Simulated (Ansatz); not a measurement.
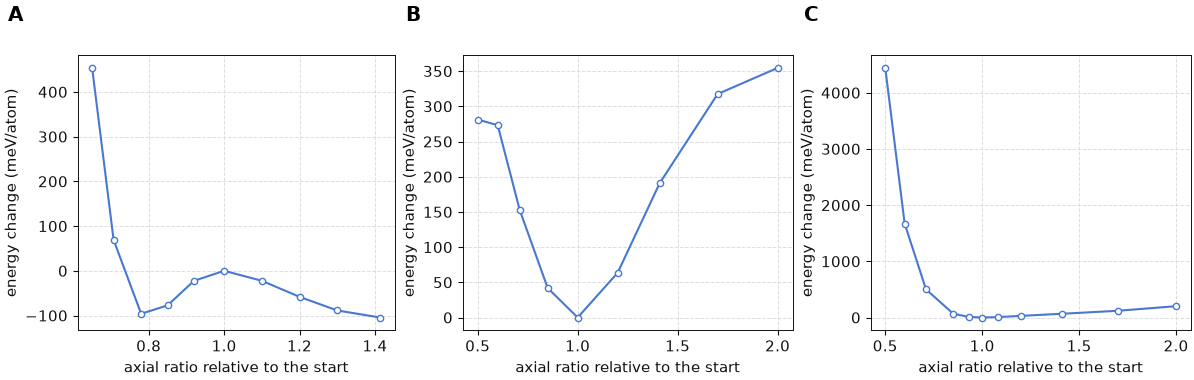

Each panel shows the energy change against relative axial ratio for one of these solids: Pt, Im-3m (No. 229), 15.9 Å³/atom, path tetragonal; Sb, Pm-3m (No. 221), 31.6 Å³/atom, path trigonal; SrCl₂, Fm-3m (No. 225), 28.2 Å³/atom, path trigonal.

How it was computed, with Ansatz 0.2.0: deformation of a crystal at fixed volume, lengths along the axis scaled against those across it, fractional coordinates fixed, by plane-wave density functional theory with PAW datasets, free energies less that of the undisturbed cell, pressure positive in compression; scalar-relativistic. Level: PBEsol, no spin polarisation.

Match the panels to the solids.

Answer. A is Pt (energy change from −104 meV/atom to 454 meV/atom); B is Sb (energy change from 0 meV/atom to 355 meV/atom); C is SrCl₂ (energy change from 0 meV/atom to 4441 meV/atom).

For Pt, limits of the calculation: reference crystal is not relaxed.

For Sb, limits of the calculation: reference crystal is not relaxed.

For SrCl₂, limits of the calculation: reference crystal is not relaxed.
